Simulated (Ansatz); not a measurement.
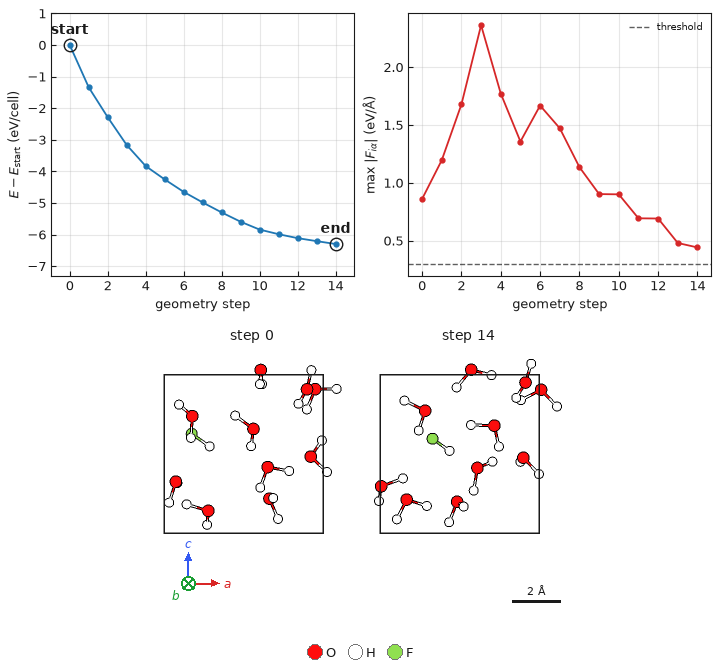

First and last geometry of a relaxation of an amorphous cell of composition H21O10F, with the history of the run. A ball-and-stick model of the cell of the calculation, seen along the b axis.

The cell holds 10 H2O + 1 HF. The run prepares the start of a later molecular dynamics calculation, from a guessed geometry.

All numbers below come from Ansatz 0.2.0, DFT PBE-D3(BJ), scalar-relativistic, plane waves, PAW.

Input file:
```yaml
crystal:
  lattice:
    - [6.698789, 0.0, 0.0]
    - [0.0, 6.698789, 0.0]
    - [0.0, 0.0, 6.698789]
  atoms:
    - { symbol: O, position: [0.1764835, 0.0898375, 0.7389156] }
    - { symbol: H, position: [0.0928252, -0.0033693, 0.8111616] }
    - { symbol: H, position: [0.1675841, 0.0456093, 0.6015461] }
    - { symbol: O, position: [0.072792, 0.6212974, 0.3260118] }
    - { symbol: H, position: [0.0311801, 0.5809084, 0.1935622] }
    - { symbol: H, position: [0.0822618, 0.7653121, 0.3173053] }
    - { symbol: O, position: [0.5616471, 0.5537804, 0.6581119] }
    - { symbol: H, position: [0.4464776, 0.5785796, 0.7419373] }
    - { symbol: H, position: [0.5468029, 0.6480532, 0.5494933] }
    - { symbol: O, position: [0.66229, 0.4351116, 0.2189516] }
    - { symbol: H, position: [0.7164535, 0.4760847, 0.0913066] }
    - { symbol: H, position: [0.6858256, 0.2925034, 0.2227838] }
    - { symbol: O, position: [0.651202, 0.9250922, 0.4178725] }
    - { symbol: H, position: [0.7864876, 0.9697181, 0.3931329] }
    - { symbol: H, position: [0.6044101, 0.8816885, 0.2881329] }
    - { symbol: O, position: [0.2773231, -0.0065811, 0.14236] }
    - { symbol: H, position: [0.1403477, -0.0284401, 0.1831723] }
    - { symbol: H, position: [0.2697354, 0.1077932, 0.0542315] }
    - { symbol: O, position: [0.898731, 0.2854319, 0.9075187] }
    - { symbol: H, position: [0.926238, 0.3603589, 1.02808] }
    - { symbol: H, position: [0.8452644, 0.3841567, 0.816412] }
    - { symbol: O, position: [0.6076432, 0.0824096, 1.0290105] }
    - { symbol: H, position: [0.6152221, 0.1960814, 0.9399769] }
    - { symbol: H, position: [0.6020438, -0.0314109, 0.9400204] }
    - { symbol: O, position: [0.9224232, 0.2844409, 0.4841208] }
    - { symbol: H, position: [0.9925569, 0.3598045, 0.5856457] }
    - { symbol: H, position: [1.0246291, 0.2535661, 0.38662] }
    - { symbol: O, position: [0.9502827, 0.6772668, 0.9082259] }
    - { symbol: H, position: [0.8977978, 0.7214256, 0.7809426] }
    - { symbol: H, position: [1.085366, 0.7287892, 0.9101338] }
    - { symbol: F, position: [0.1724828, 0.743071, 0.6270887] }
    - { symbol: H, position: [0.2857125, 0.7630653, 0.5482538] }
basis:
  ecutwfc: 420.0
kpoints:
  mp_grid: { grid: [1, 1, 1] }
hamiltonian:
  xc: pbe
  dispersion: d3bj
scf:
  occupations: { method: fermi_dirac, width: 0.02 }
  lower_state_search: "off"
relax:
  f_tol: 0.3
  max_steps: 15
  adjacent_minimum: "off"
```

Launched with:
```bash
ansatz run input.yaml --threads 1 --pin off --max-ram 3072MiB --backend cpu --events-out ev --progress --plain --runs-dir out
```

Q: What do the curves and the structures tell?

A: The relaxation stopped without meeting its thresholds, so the last structure isn't shown to be converged. It used up its limit of 15 steps. The largest move is that of H11, 1.91 Å roughly along −a. By element the largest moves are H 1.91 Å, O 1.22 Å, F 1.07 Å. The cell stays as it was. Some distances before and after: F31–H32 0.934 → 1.012 Å, O13–H14 0.969 → 1.007 Å, O25–H27 0.969 → 0.996 Å, O10–H12 0.969 → 0.992 Å. Bond angles that change, for instance: H11–O10–H12 104.0° → 101.9°, H20–O19–H21 104.0° → 106.0°. After 14 geometry steps the energy has fallen by 6.296 eV per cell of the calculation. The largest force component goes from 0.86 to 0.44 eV/Å.

Limits of the set-up: the periodic images lie only 6.7 Å apart, so the values are limited by the cell's size.
